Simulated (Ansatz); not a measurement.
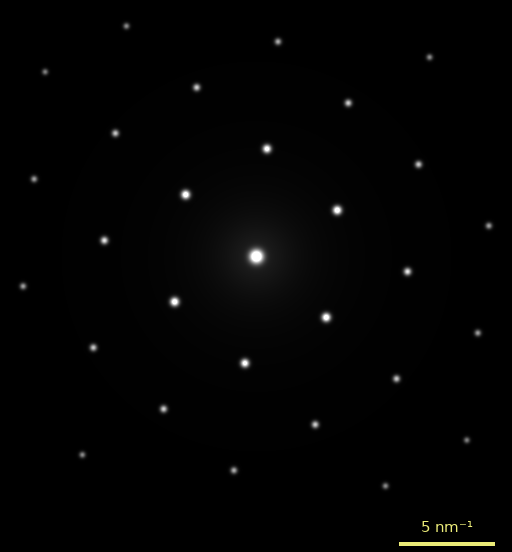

Simulated selected-area electron diffraction pattern (200 kV, kinematic approximation, thin crystal, B = 0.5 Å² for all atoms).

Candidate phases (model or computed cells):
A. Ni, space group Im-3m (No. 229), a = 2.79 Å
B. Ni, space group P6_3/mmc (No. 194), a = 2.484 Å, c = 4.090 Å (hexagonal axes)
C. Ni, space group Fm-3m (No. 225), a = 3.520 Å

> Which candidate gives this pattern, and along which zone?

Candidate C (Ni), along [110] or an equivalent direction. The spots form a centred rectangular net with both shortest vectors at d = 2.03 Å, 70.5° apart. They index as -1 1 -1 and -1 1 1; no zone of the other candidates with indices up to 3 has this net.
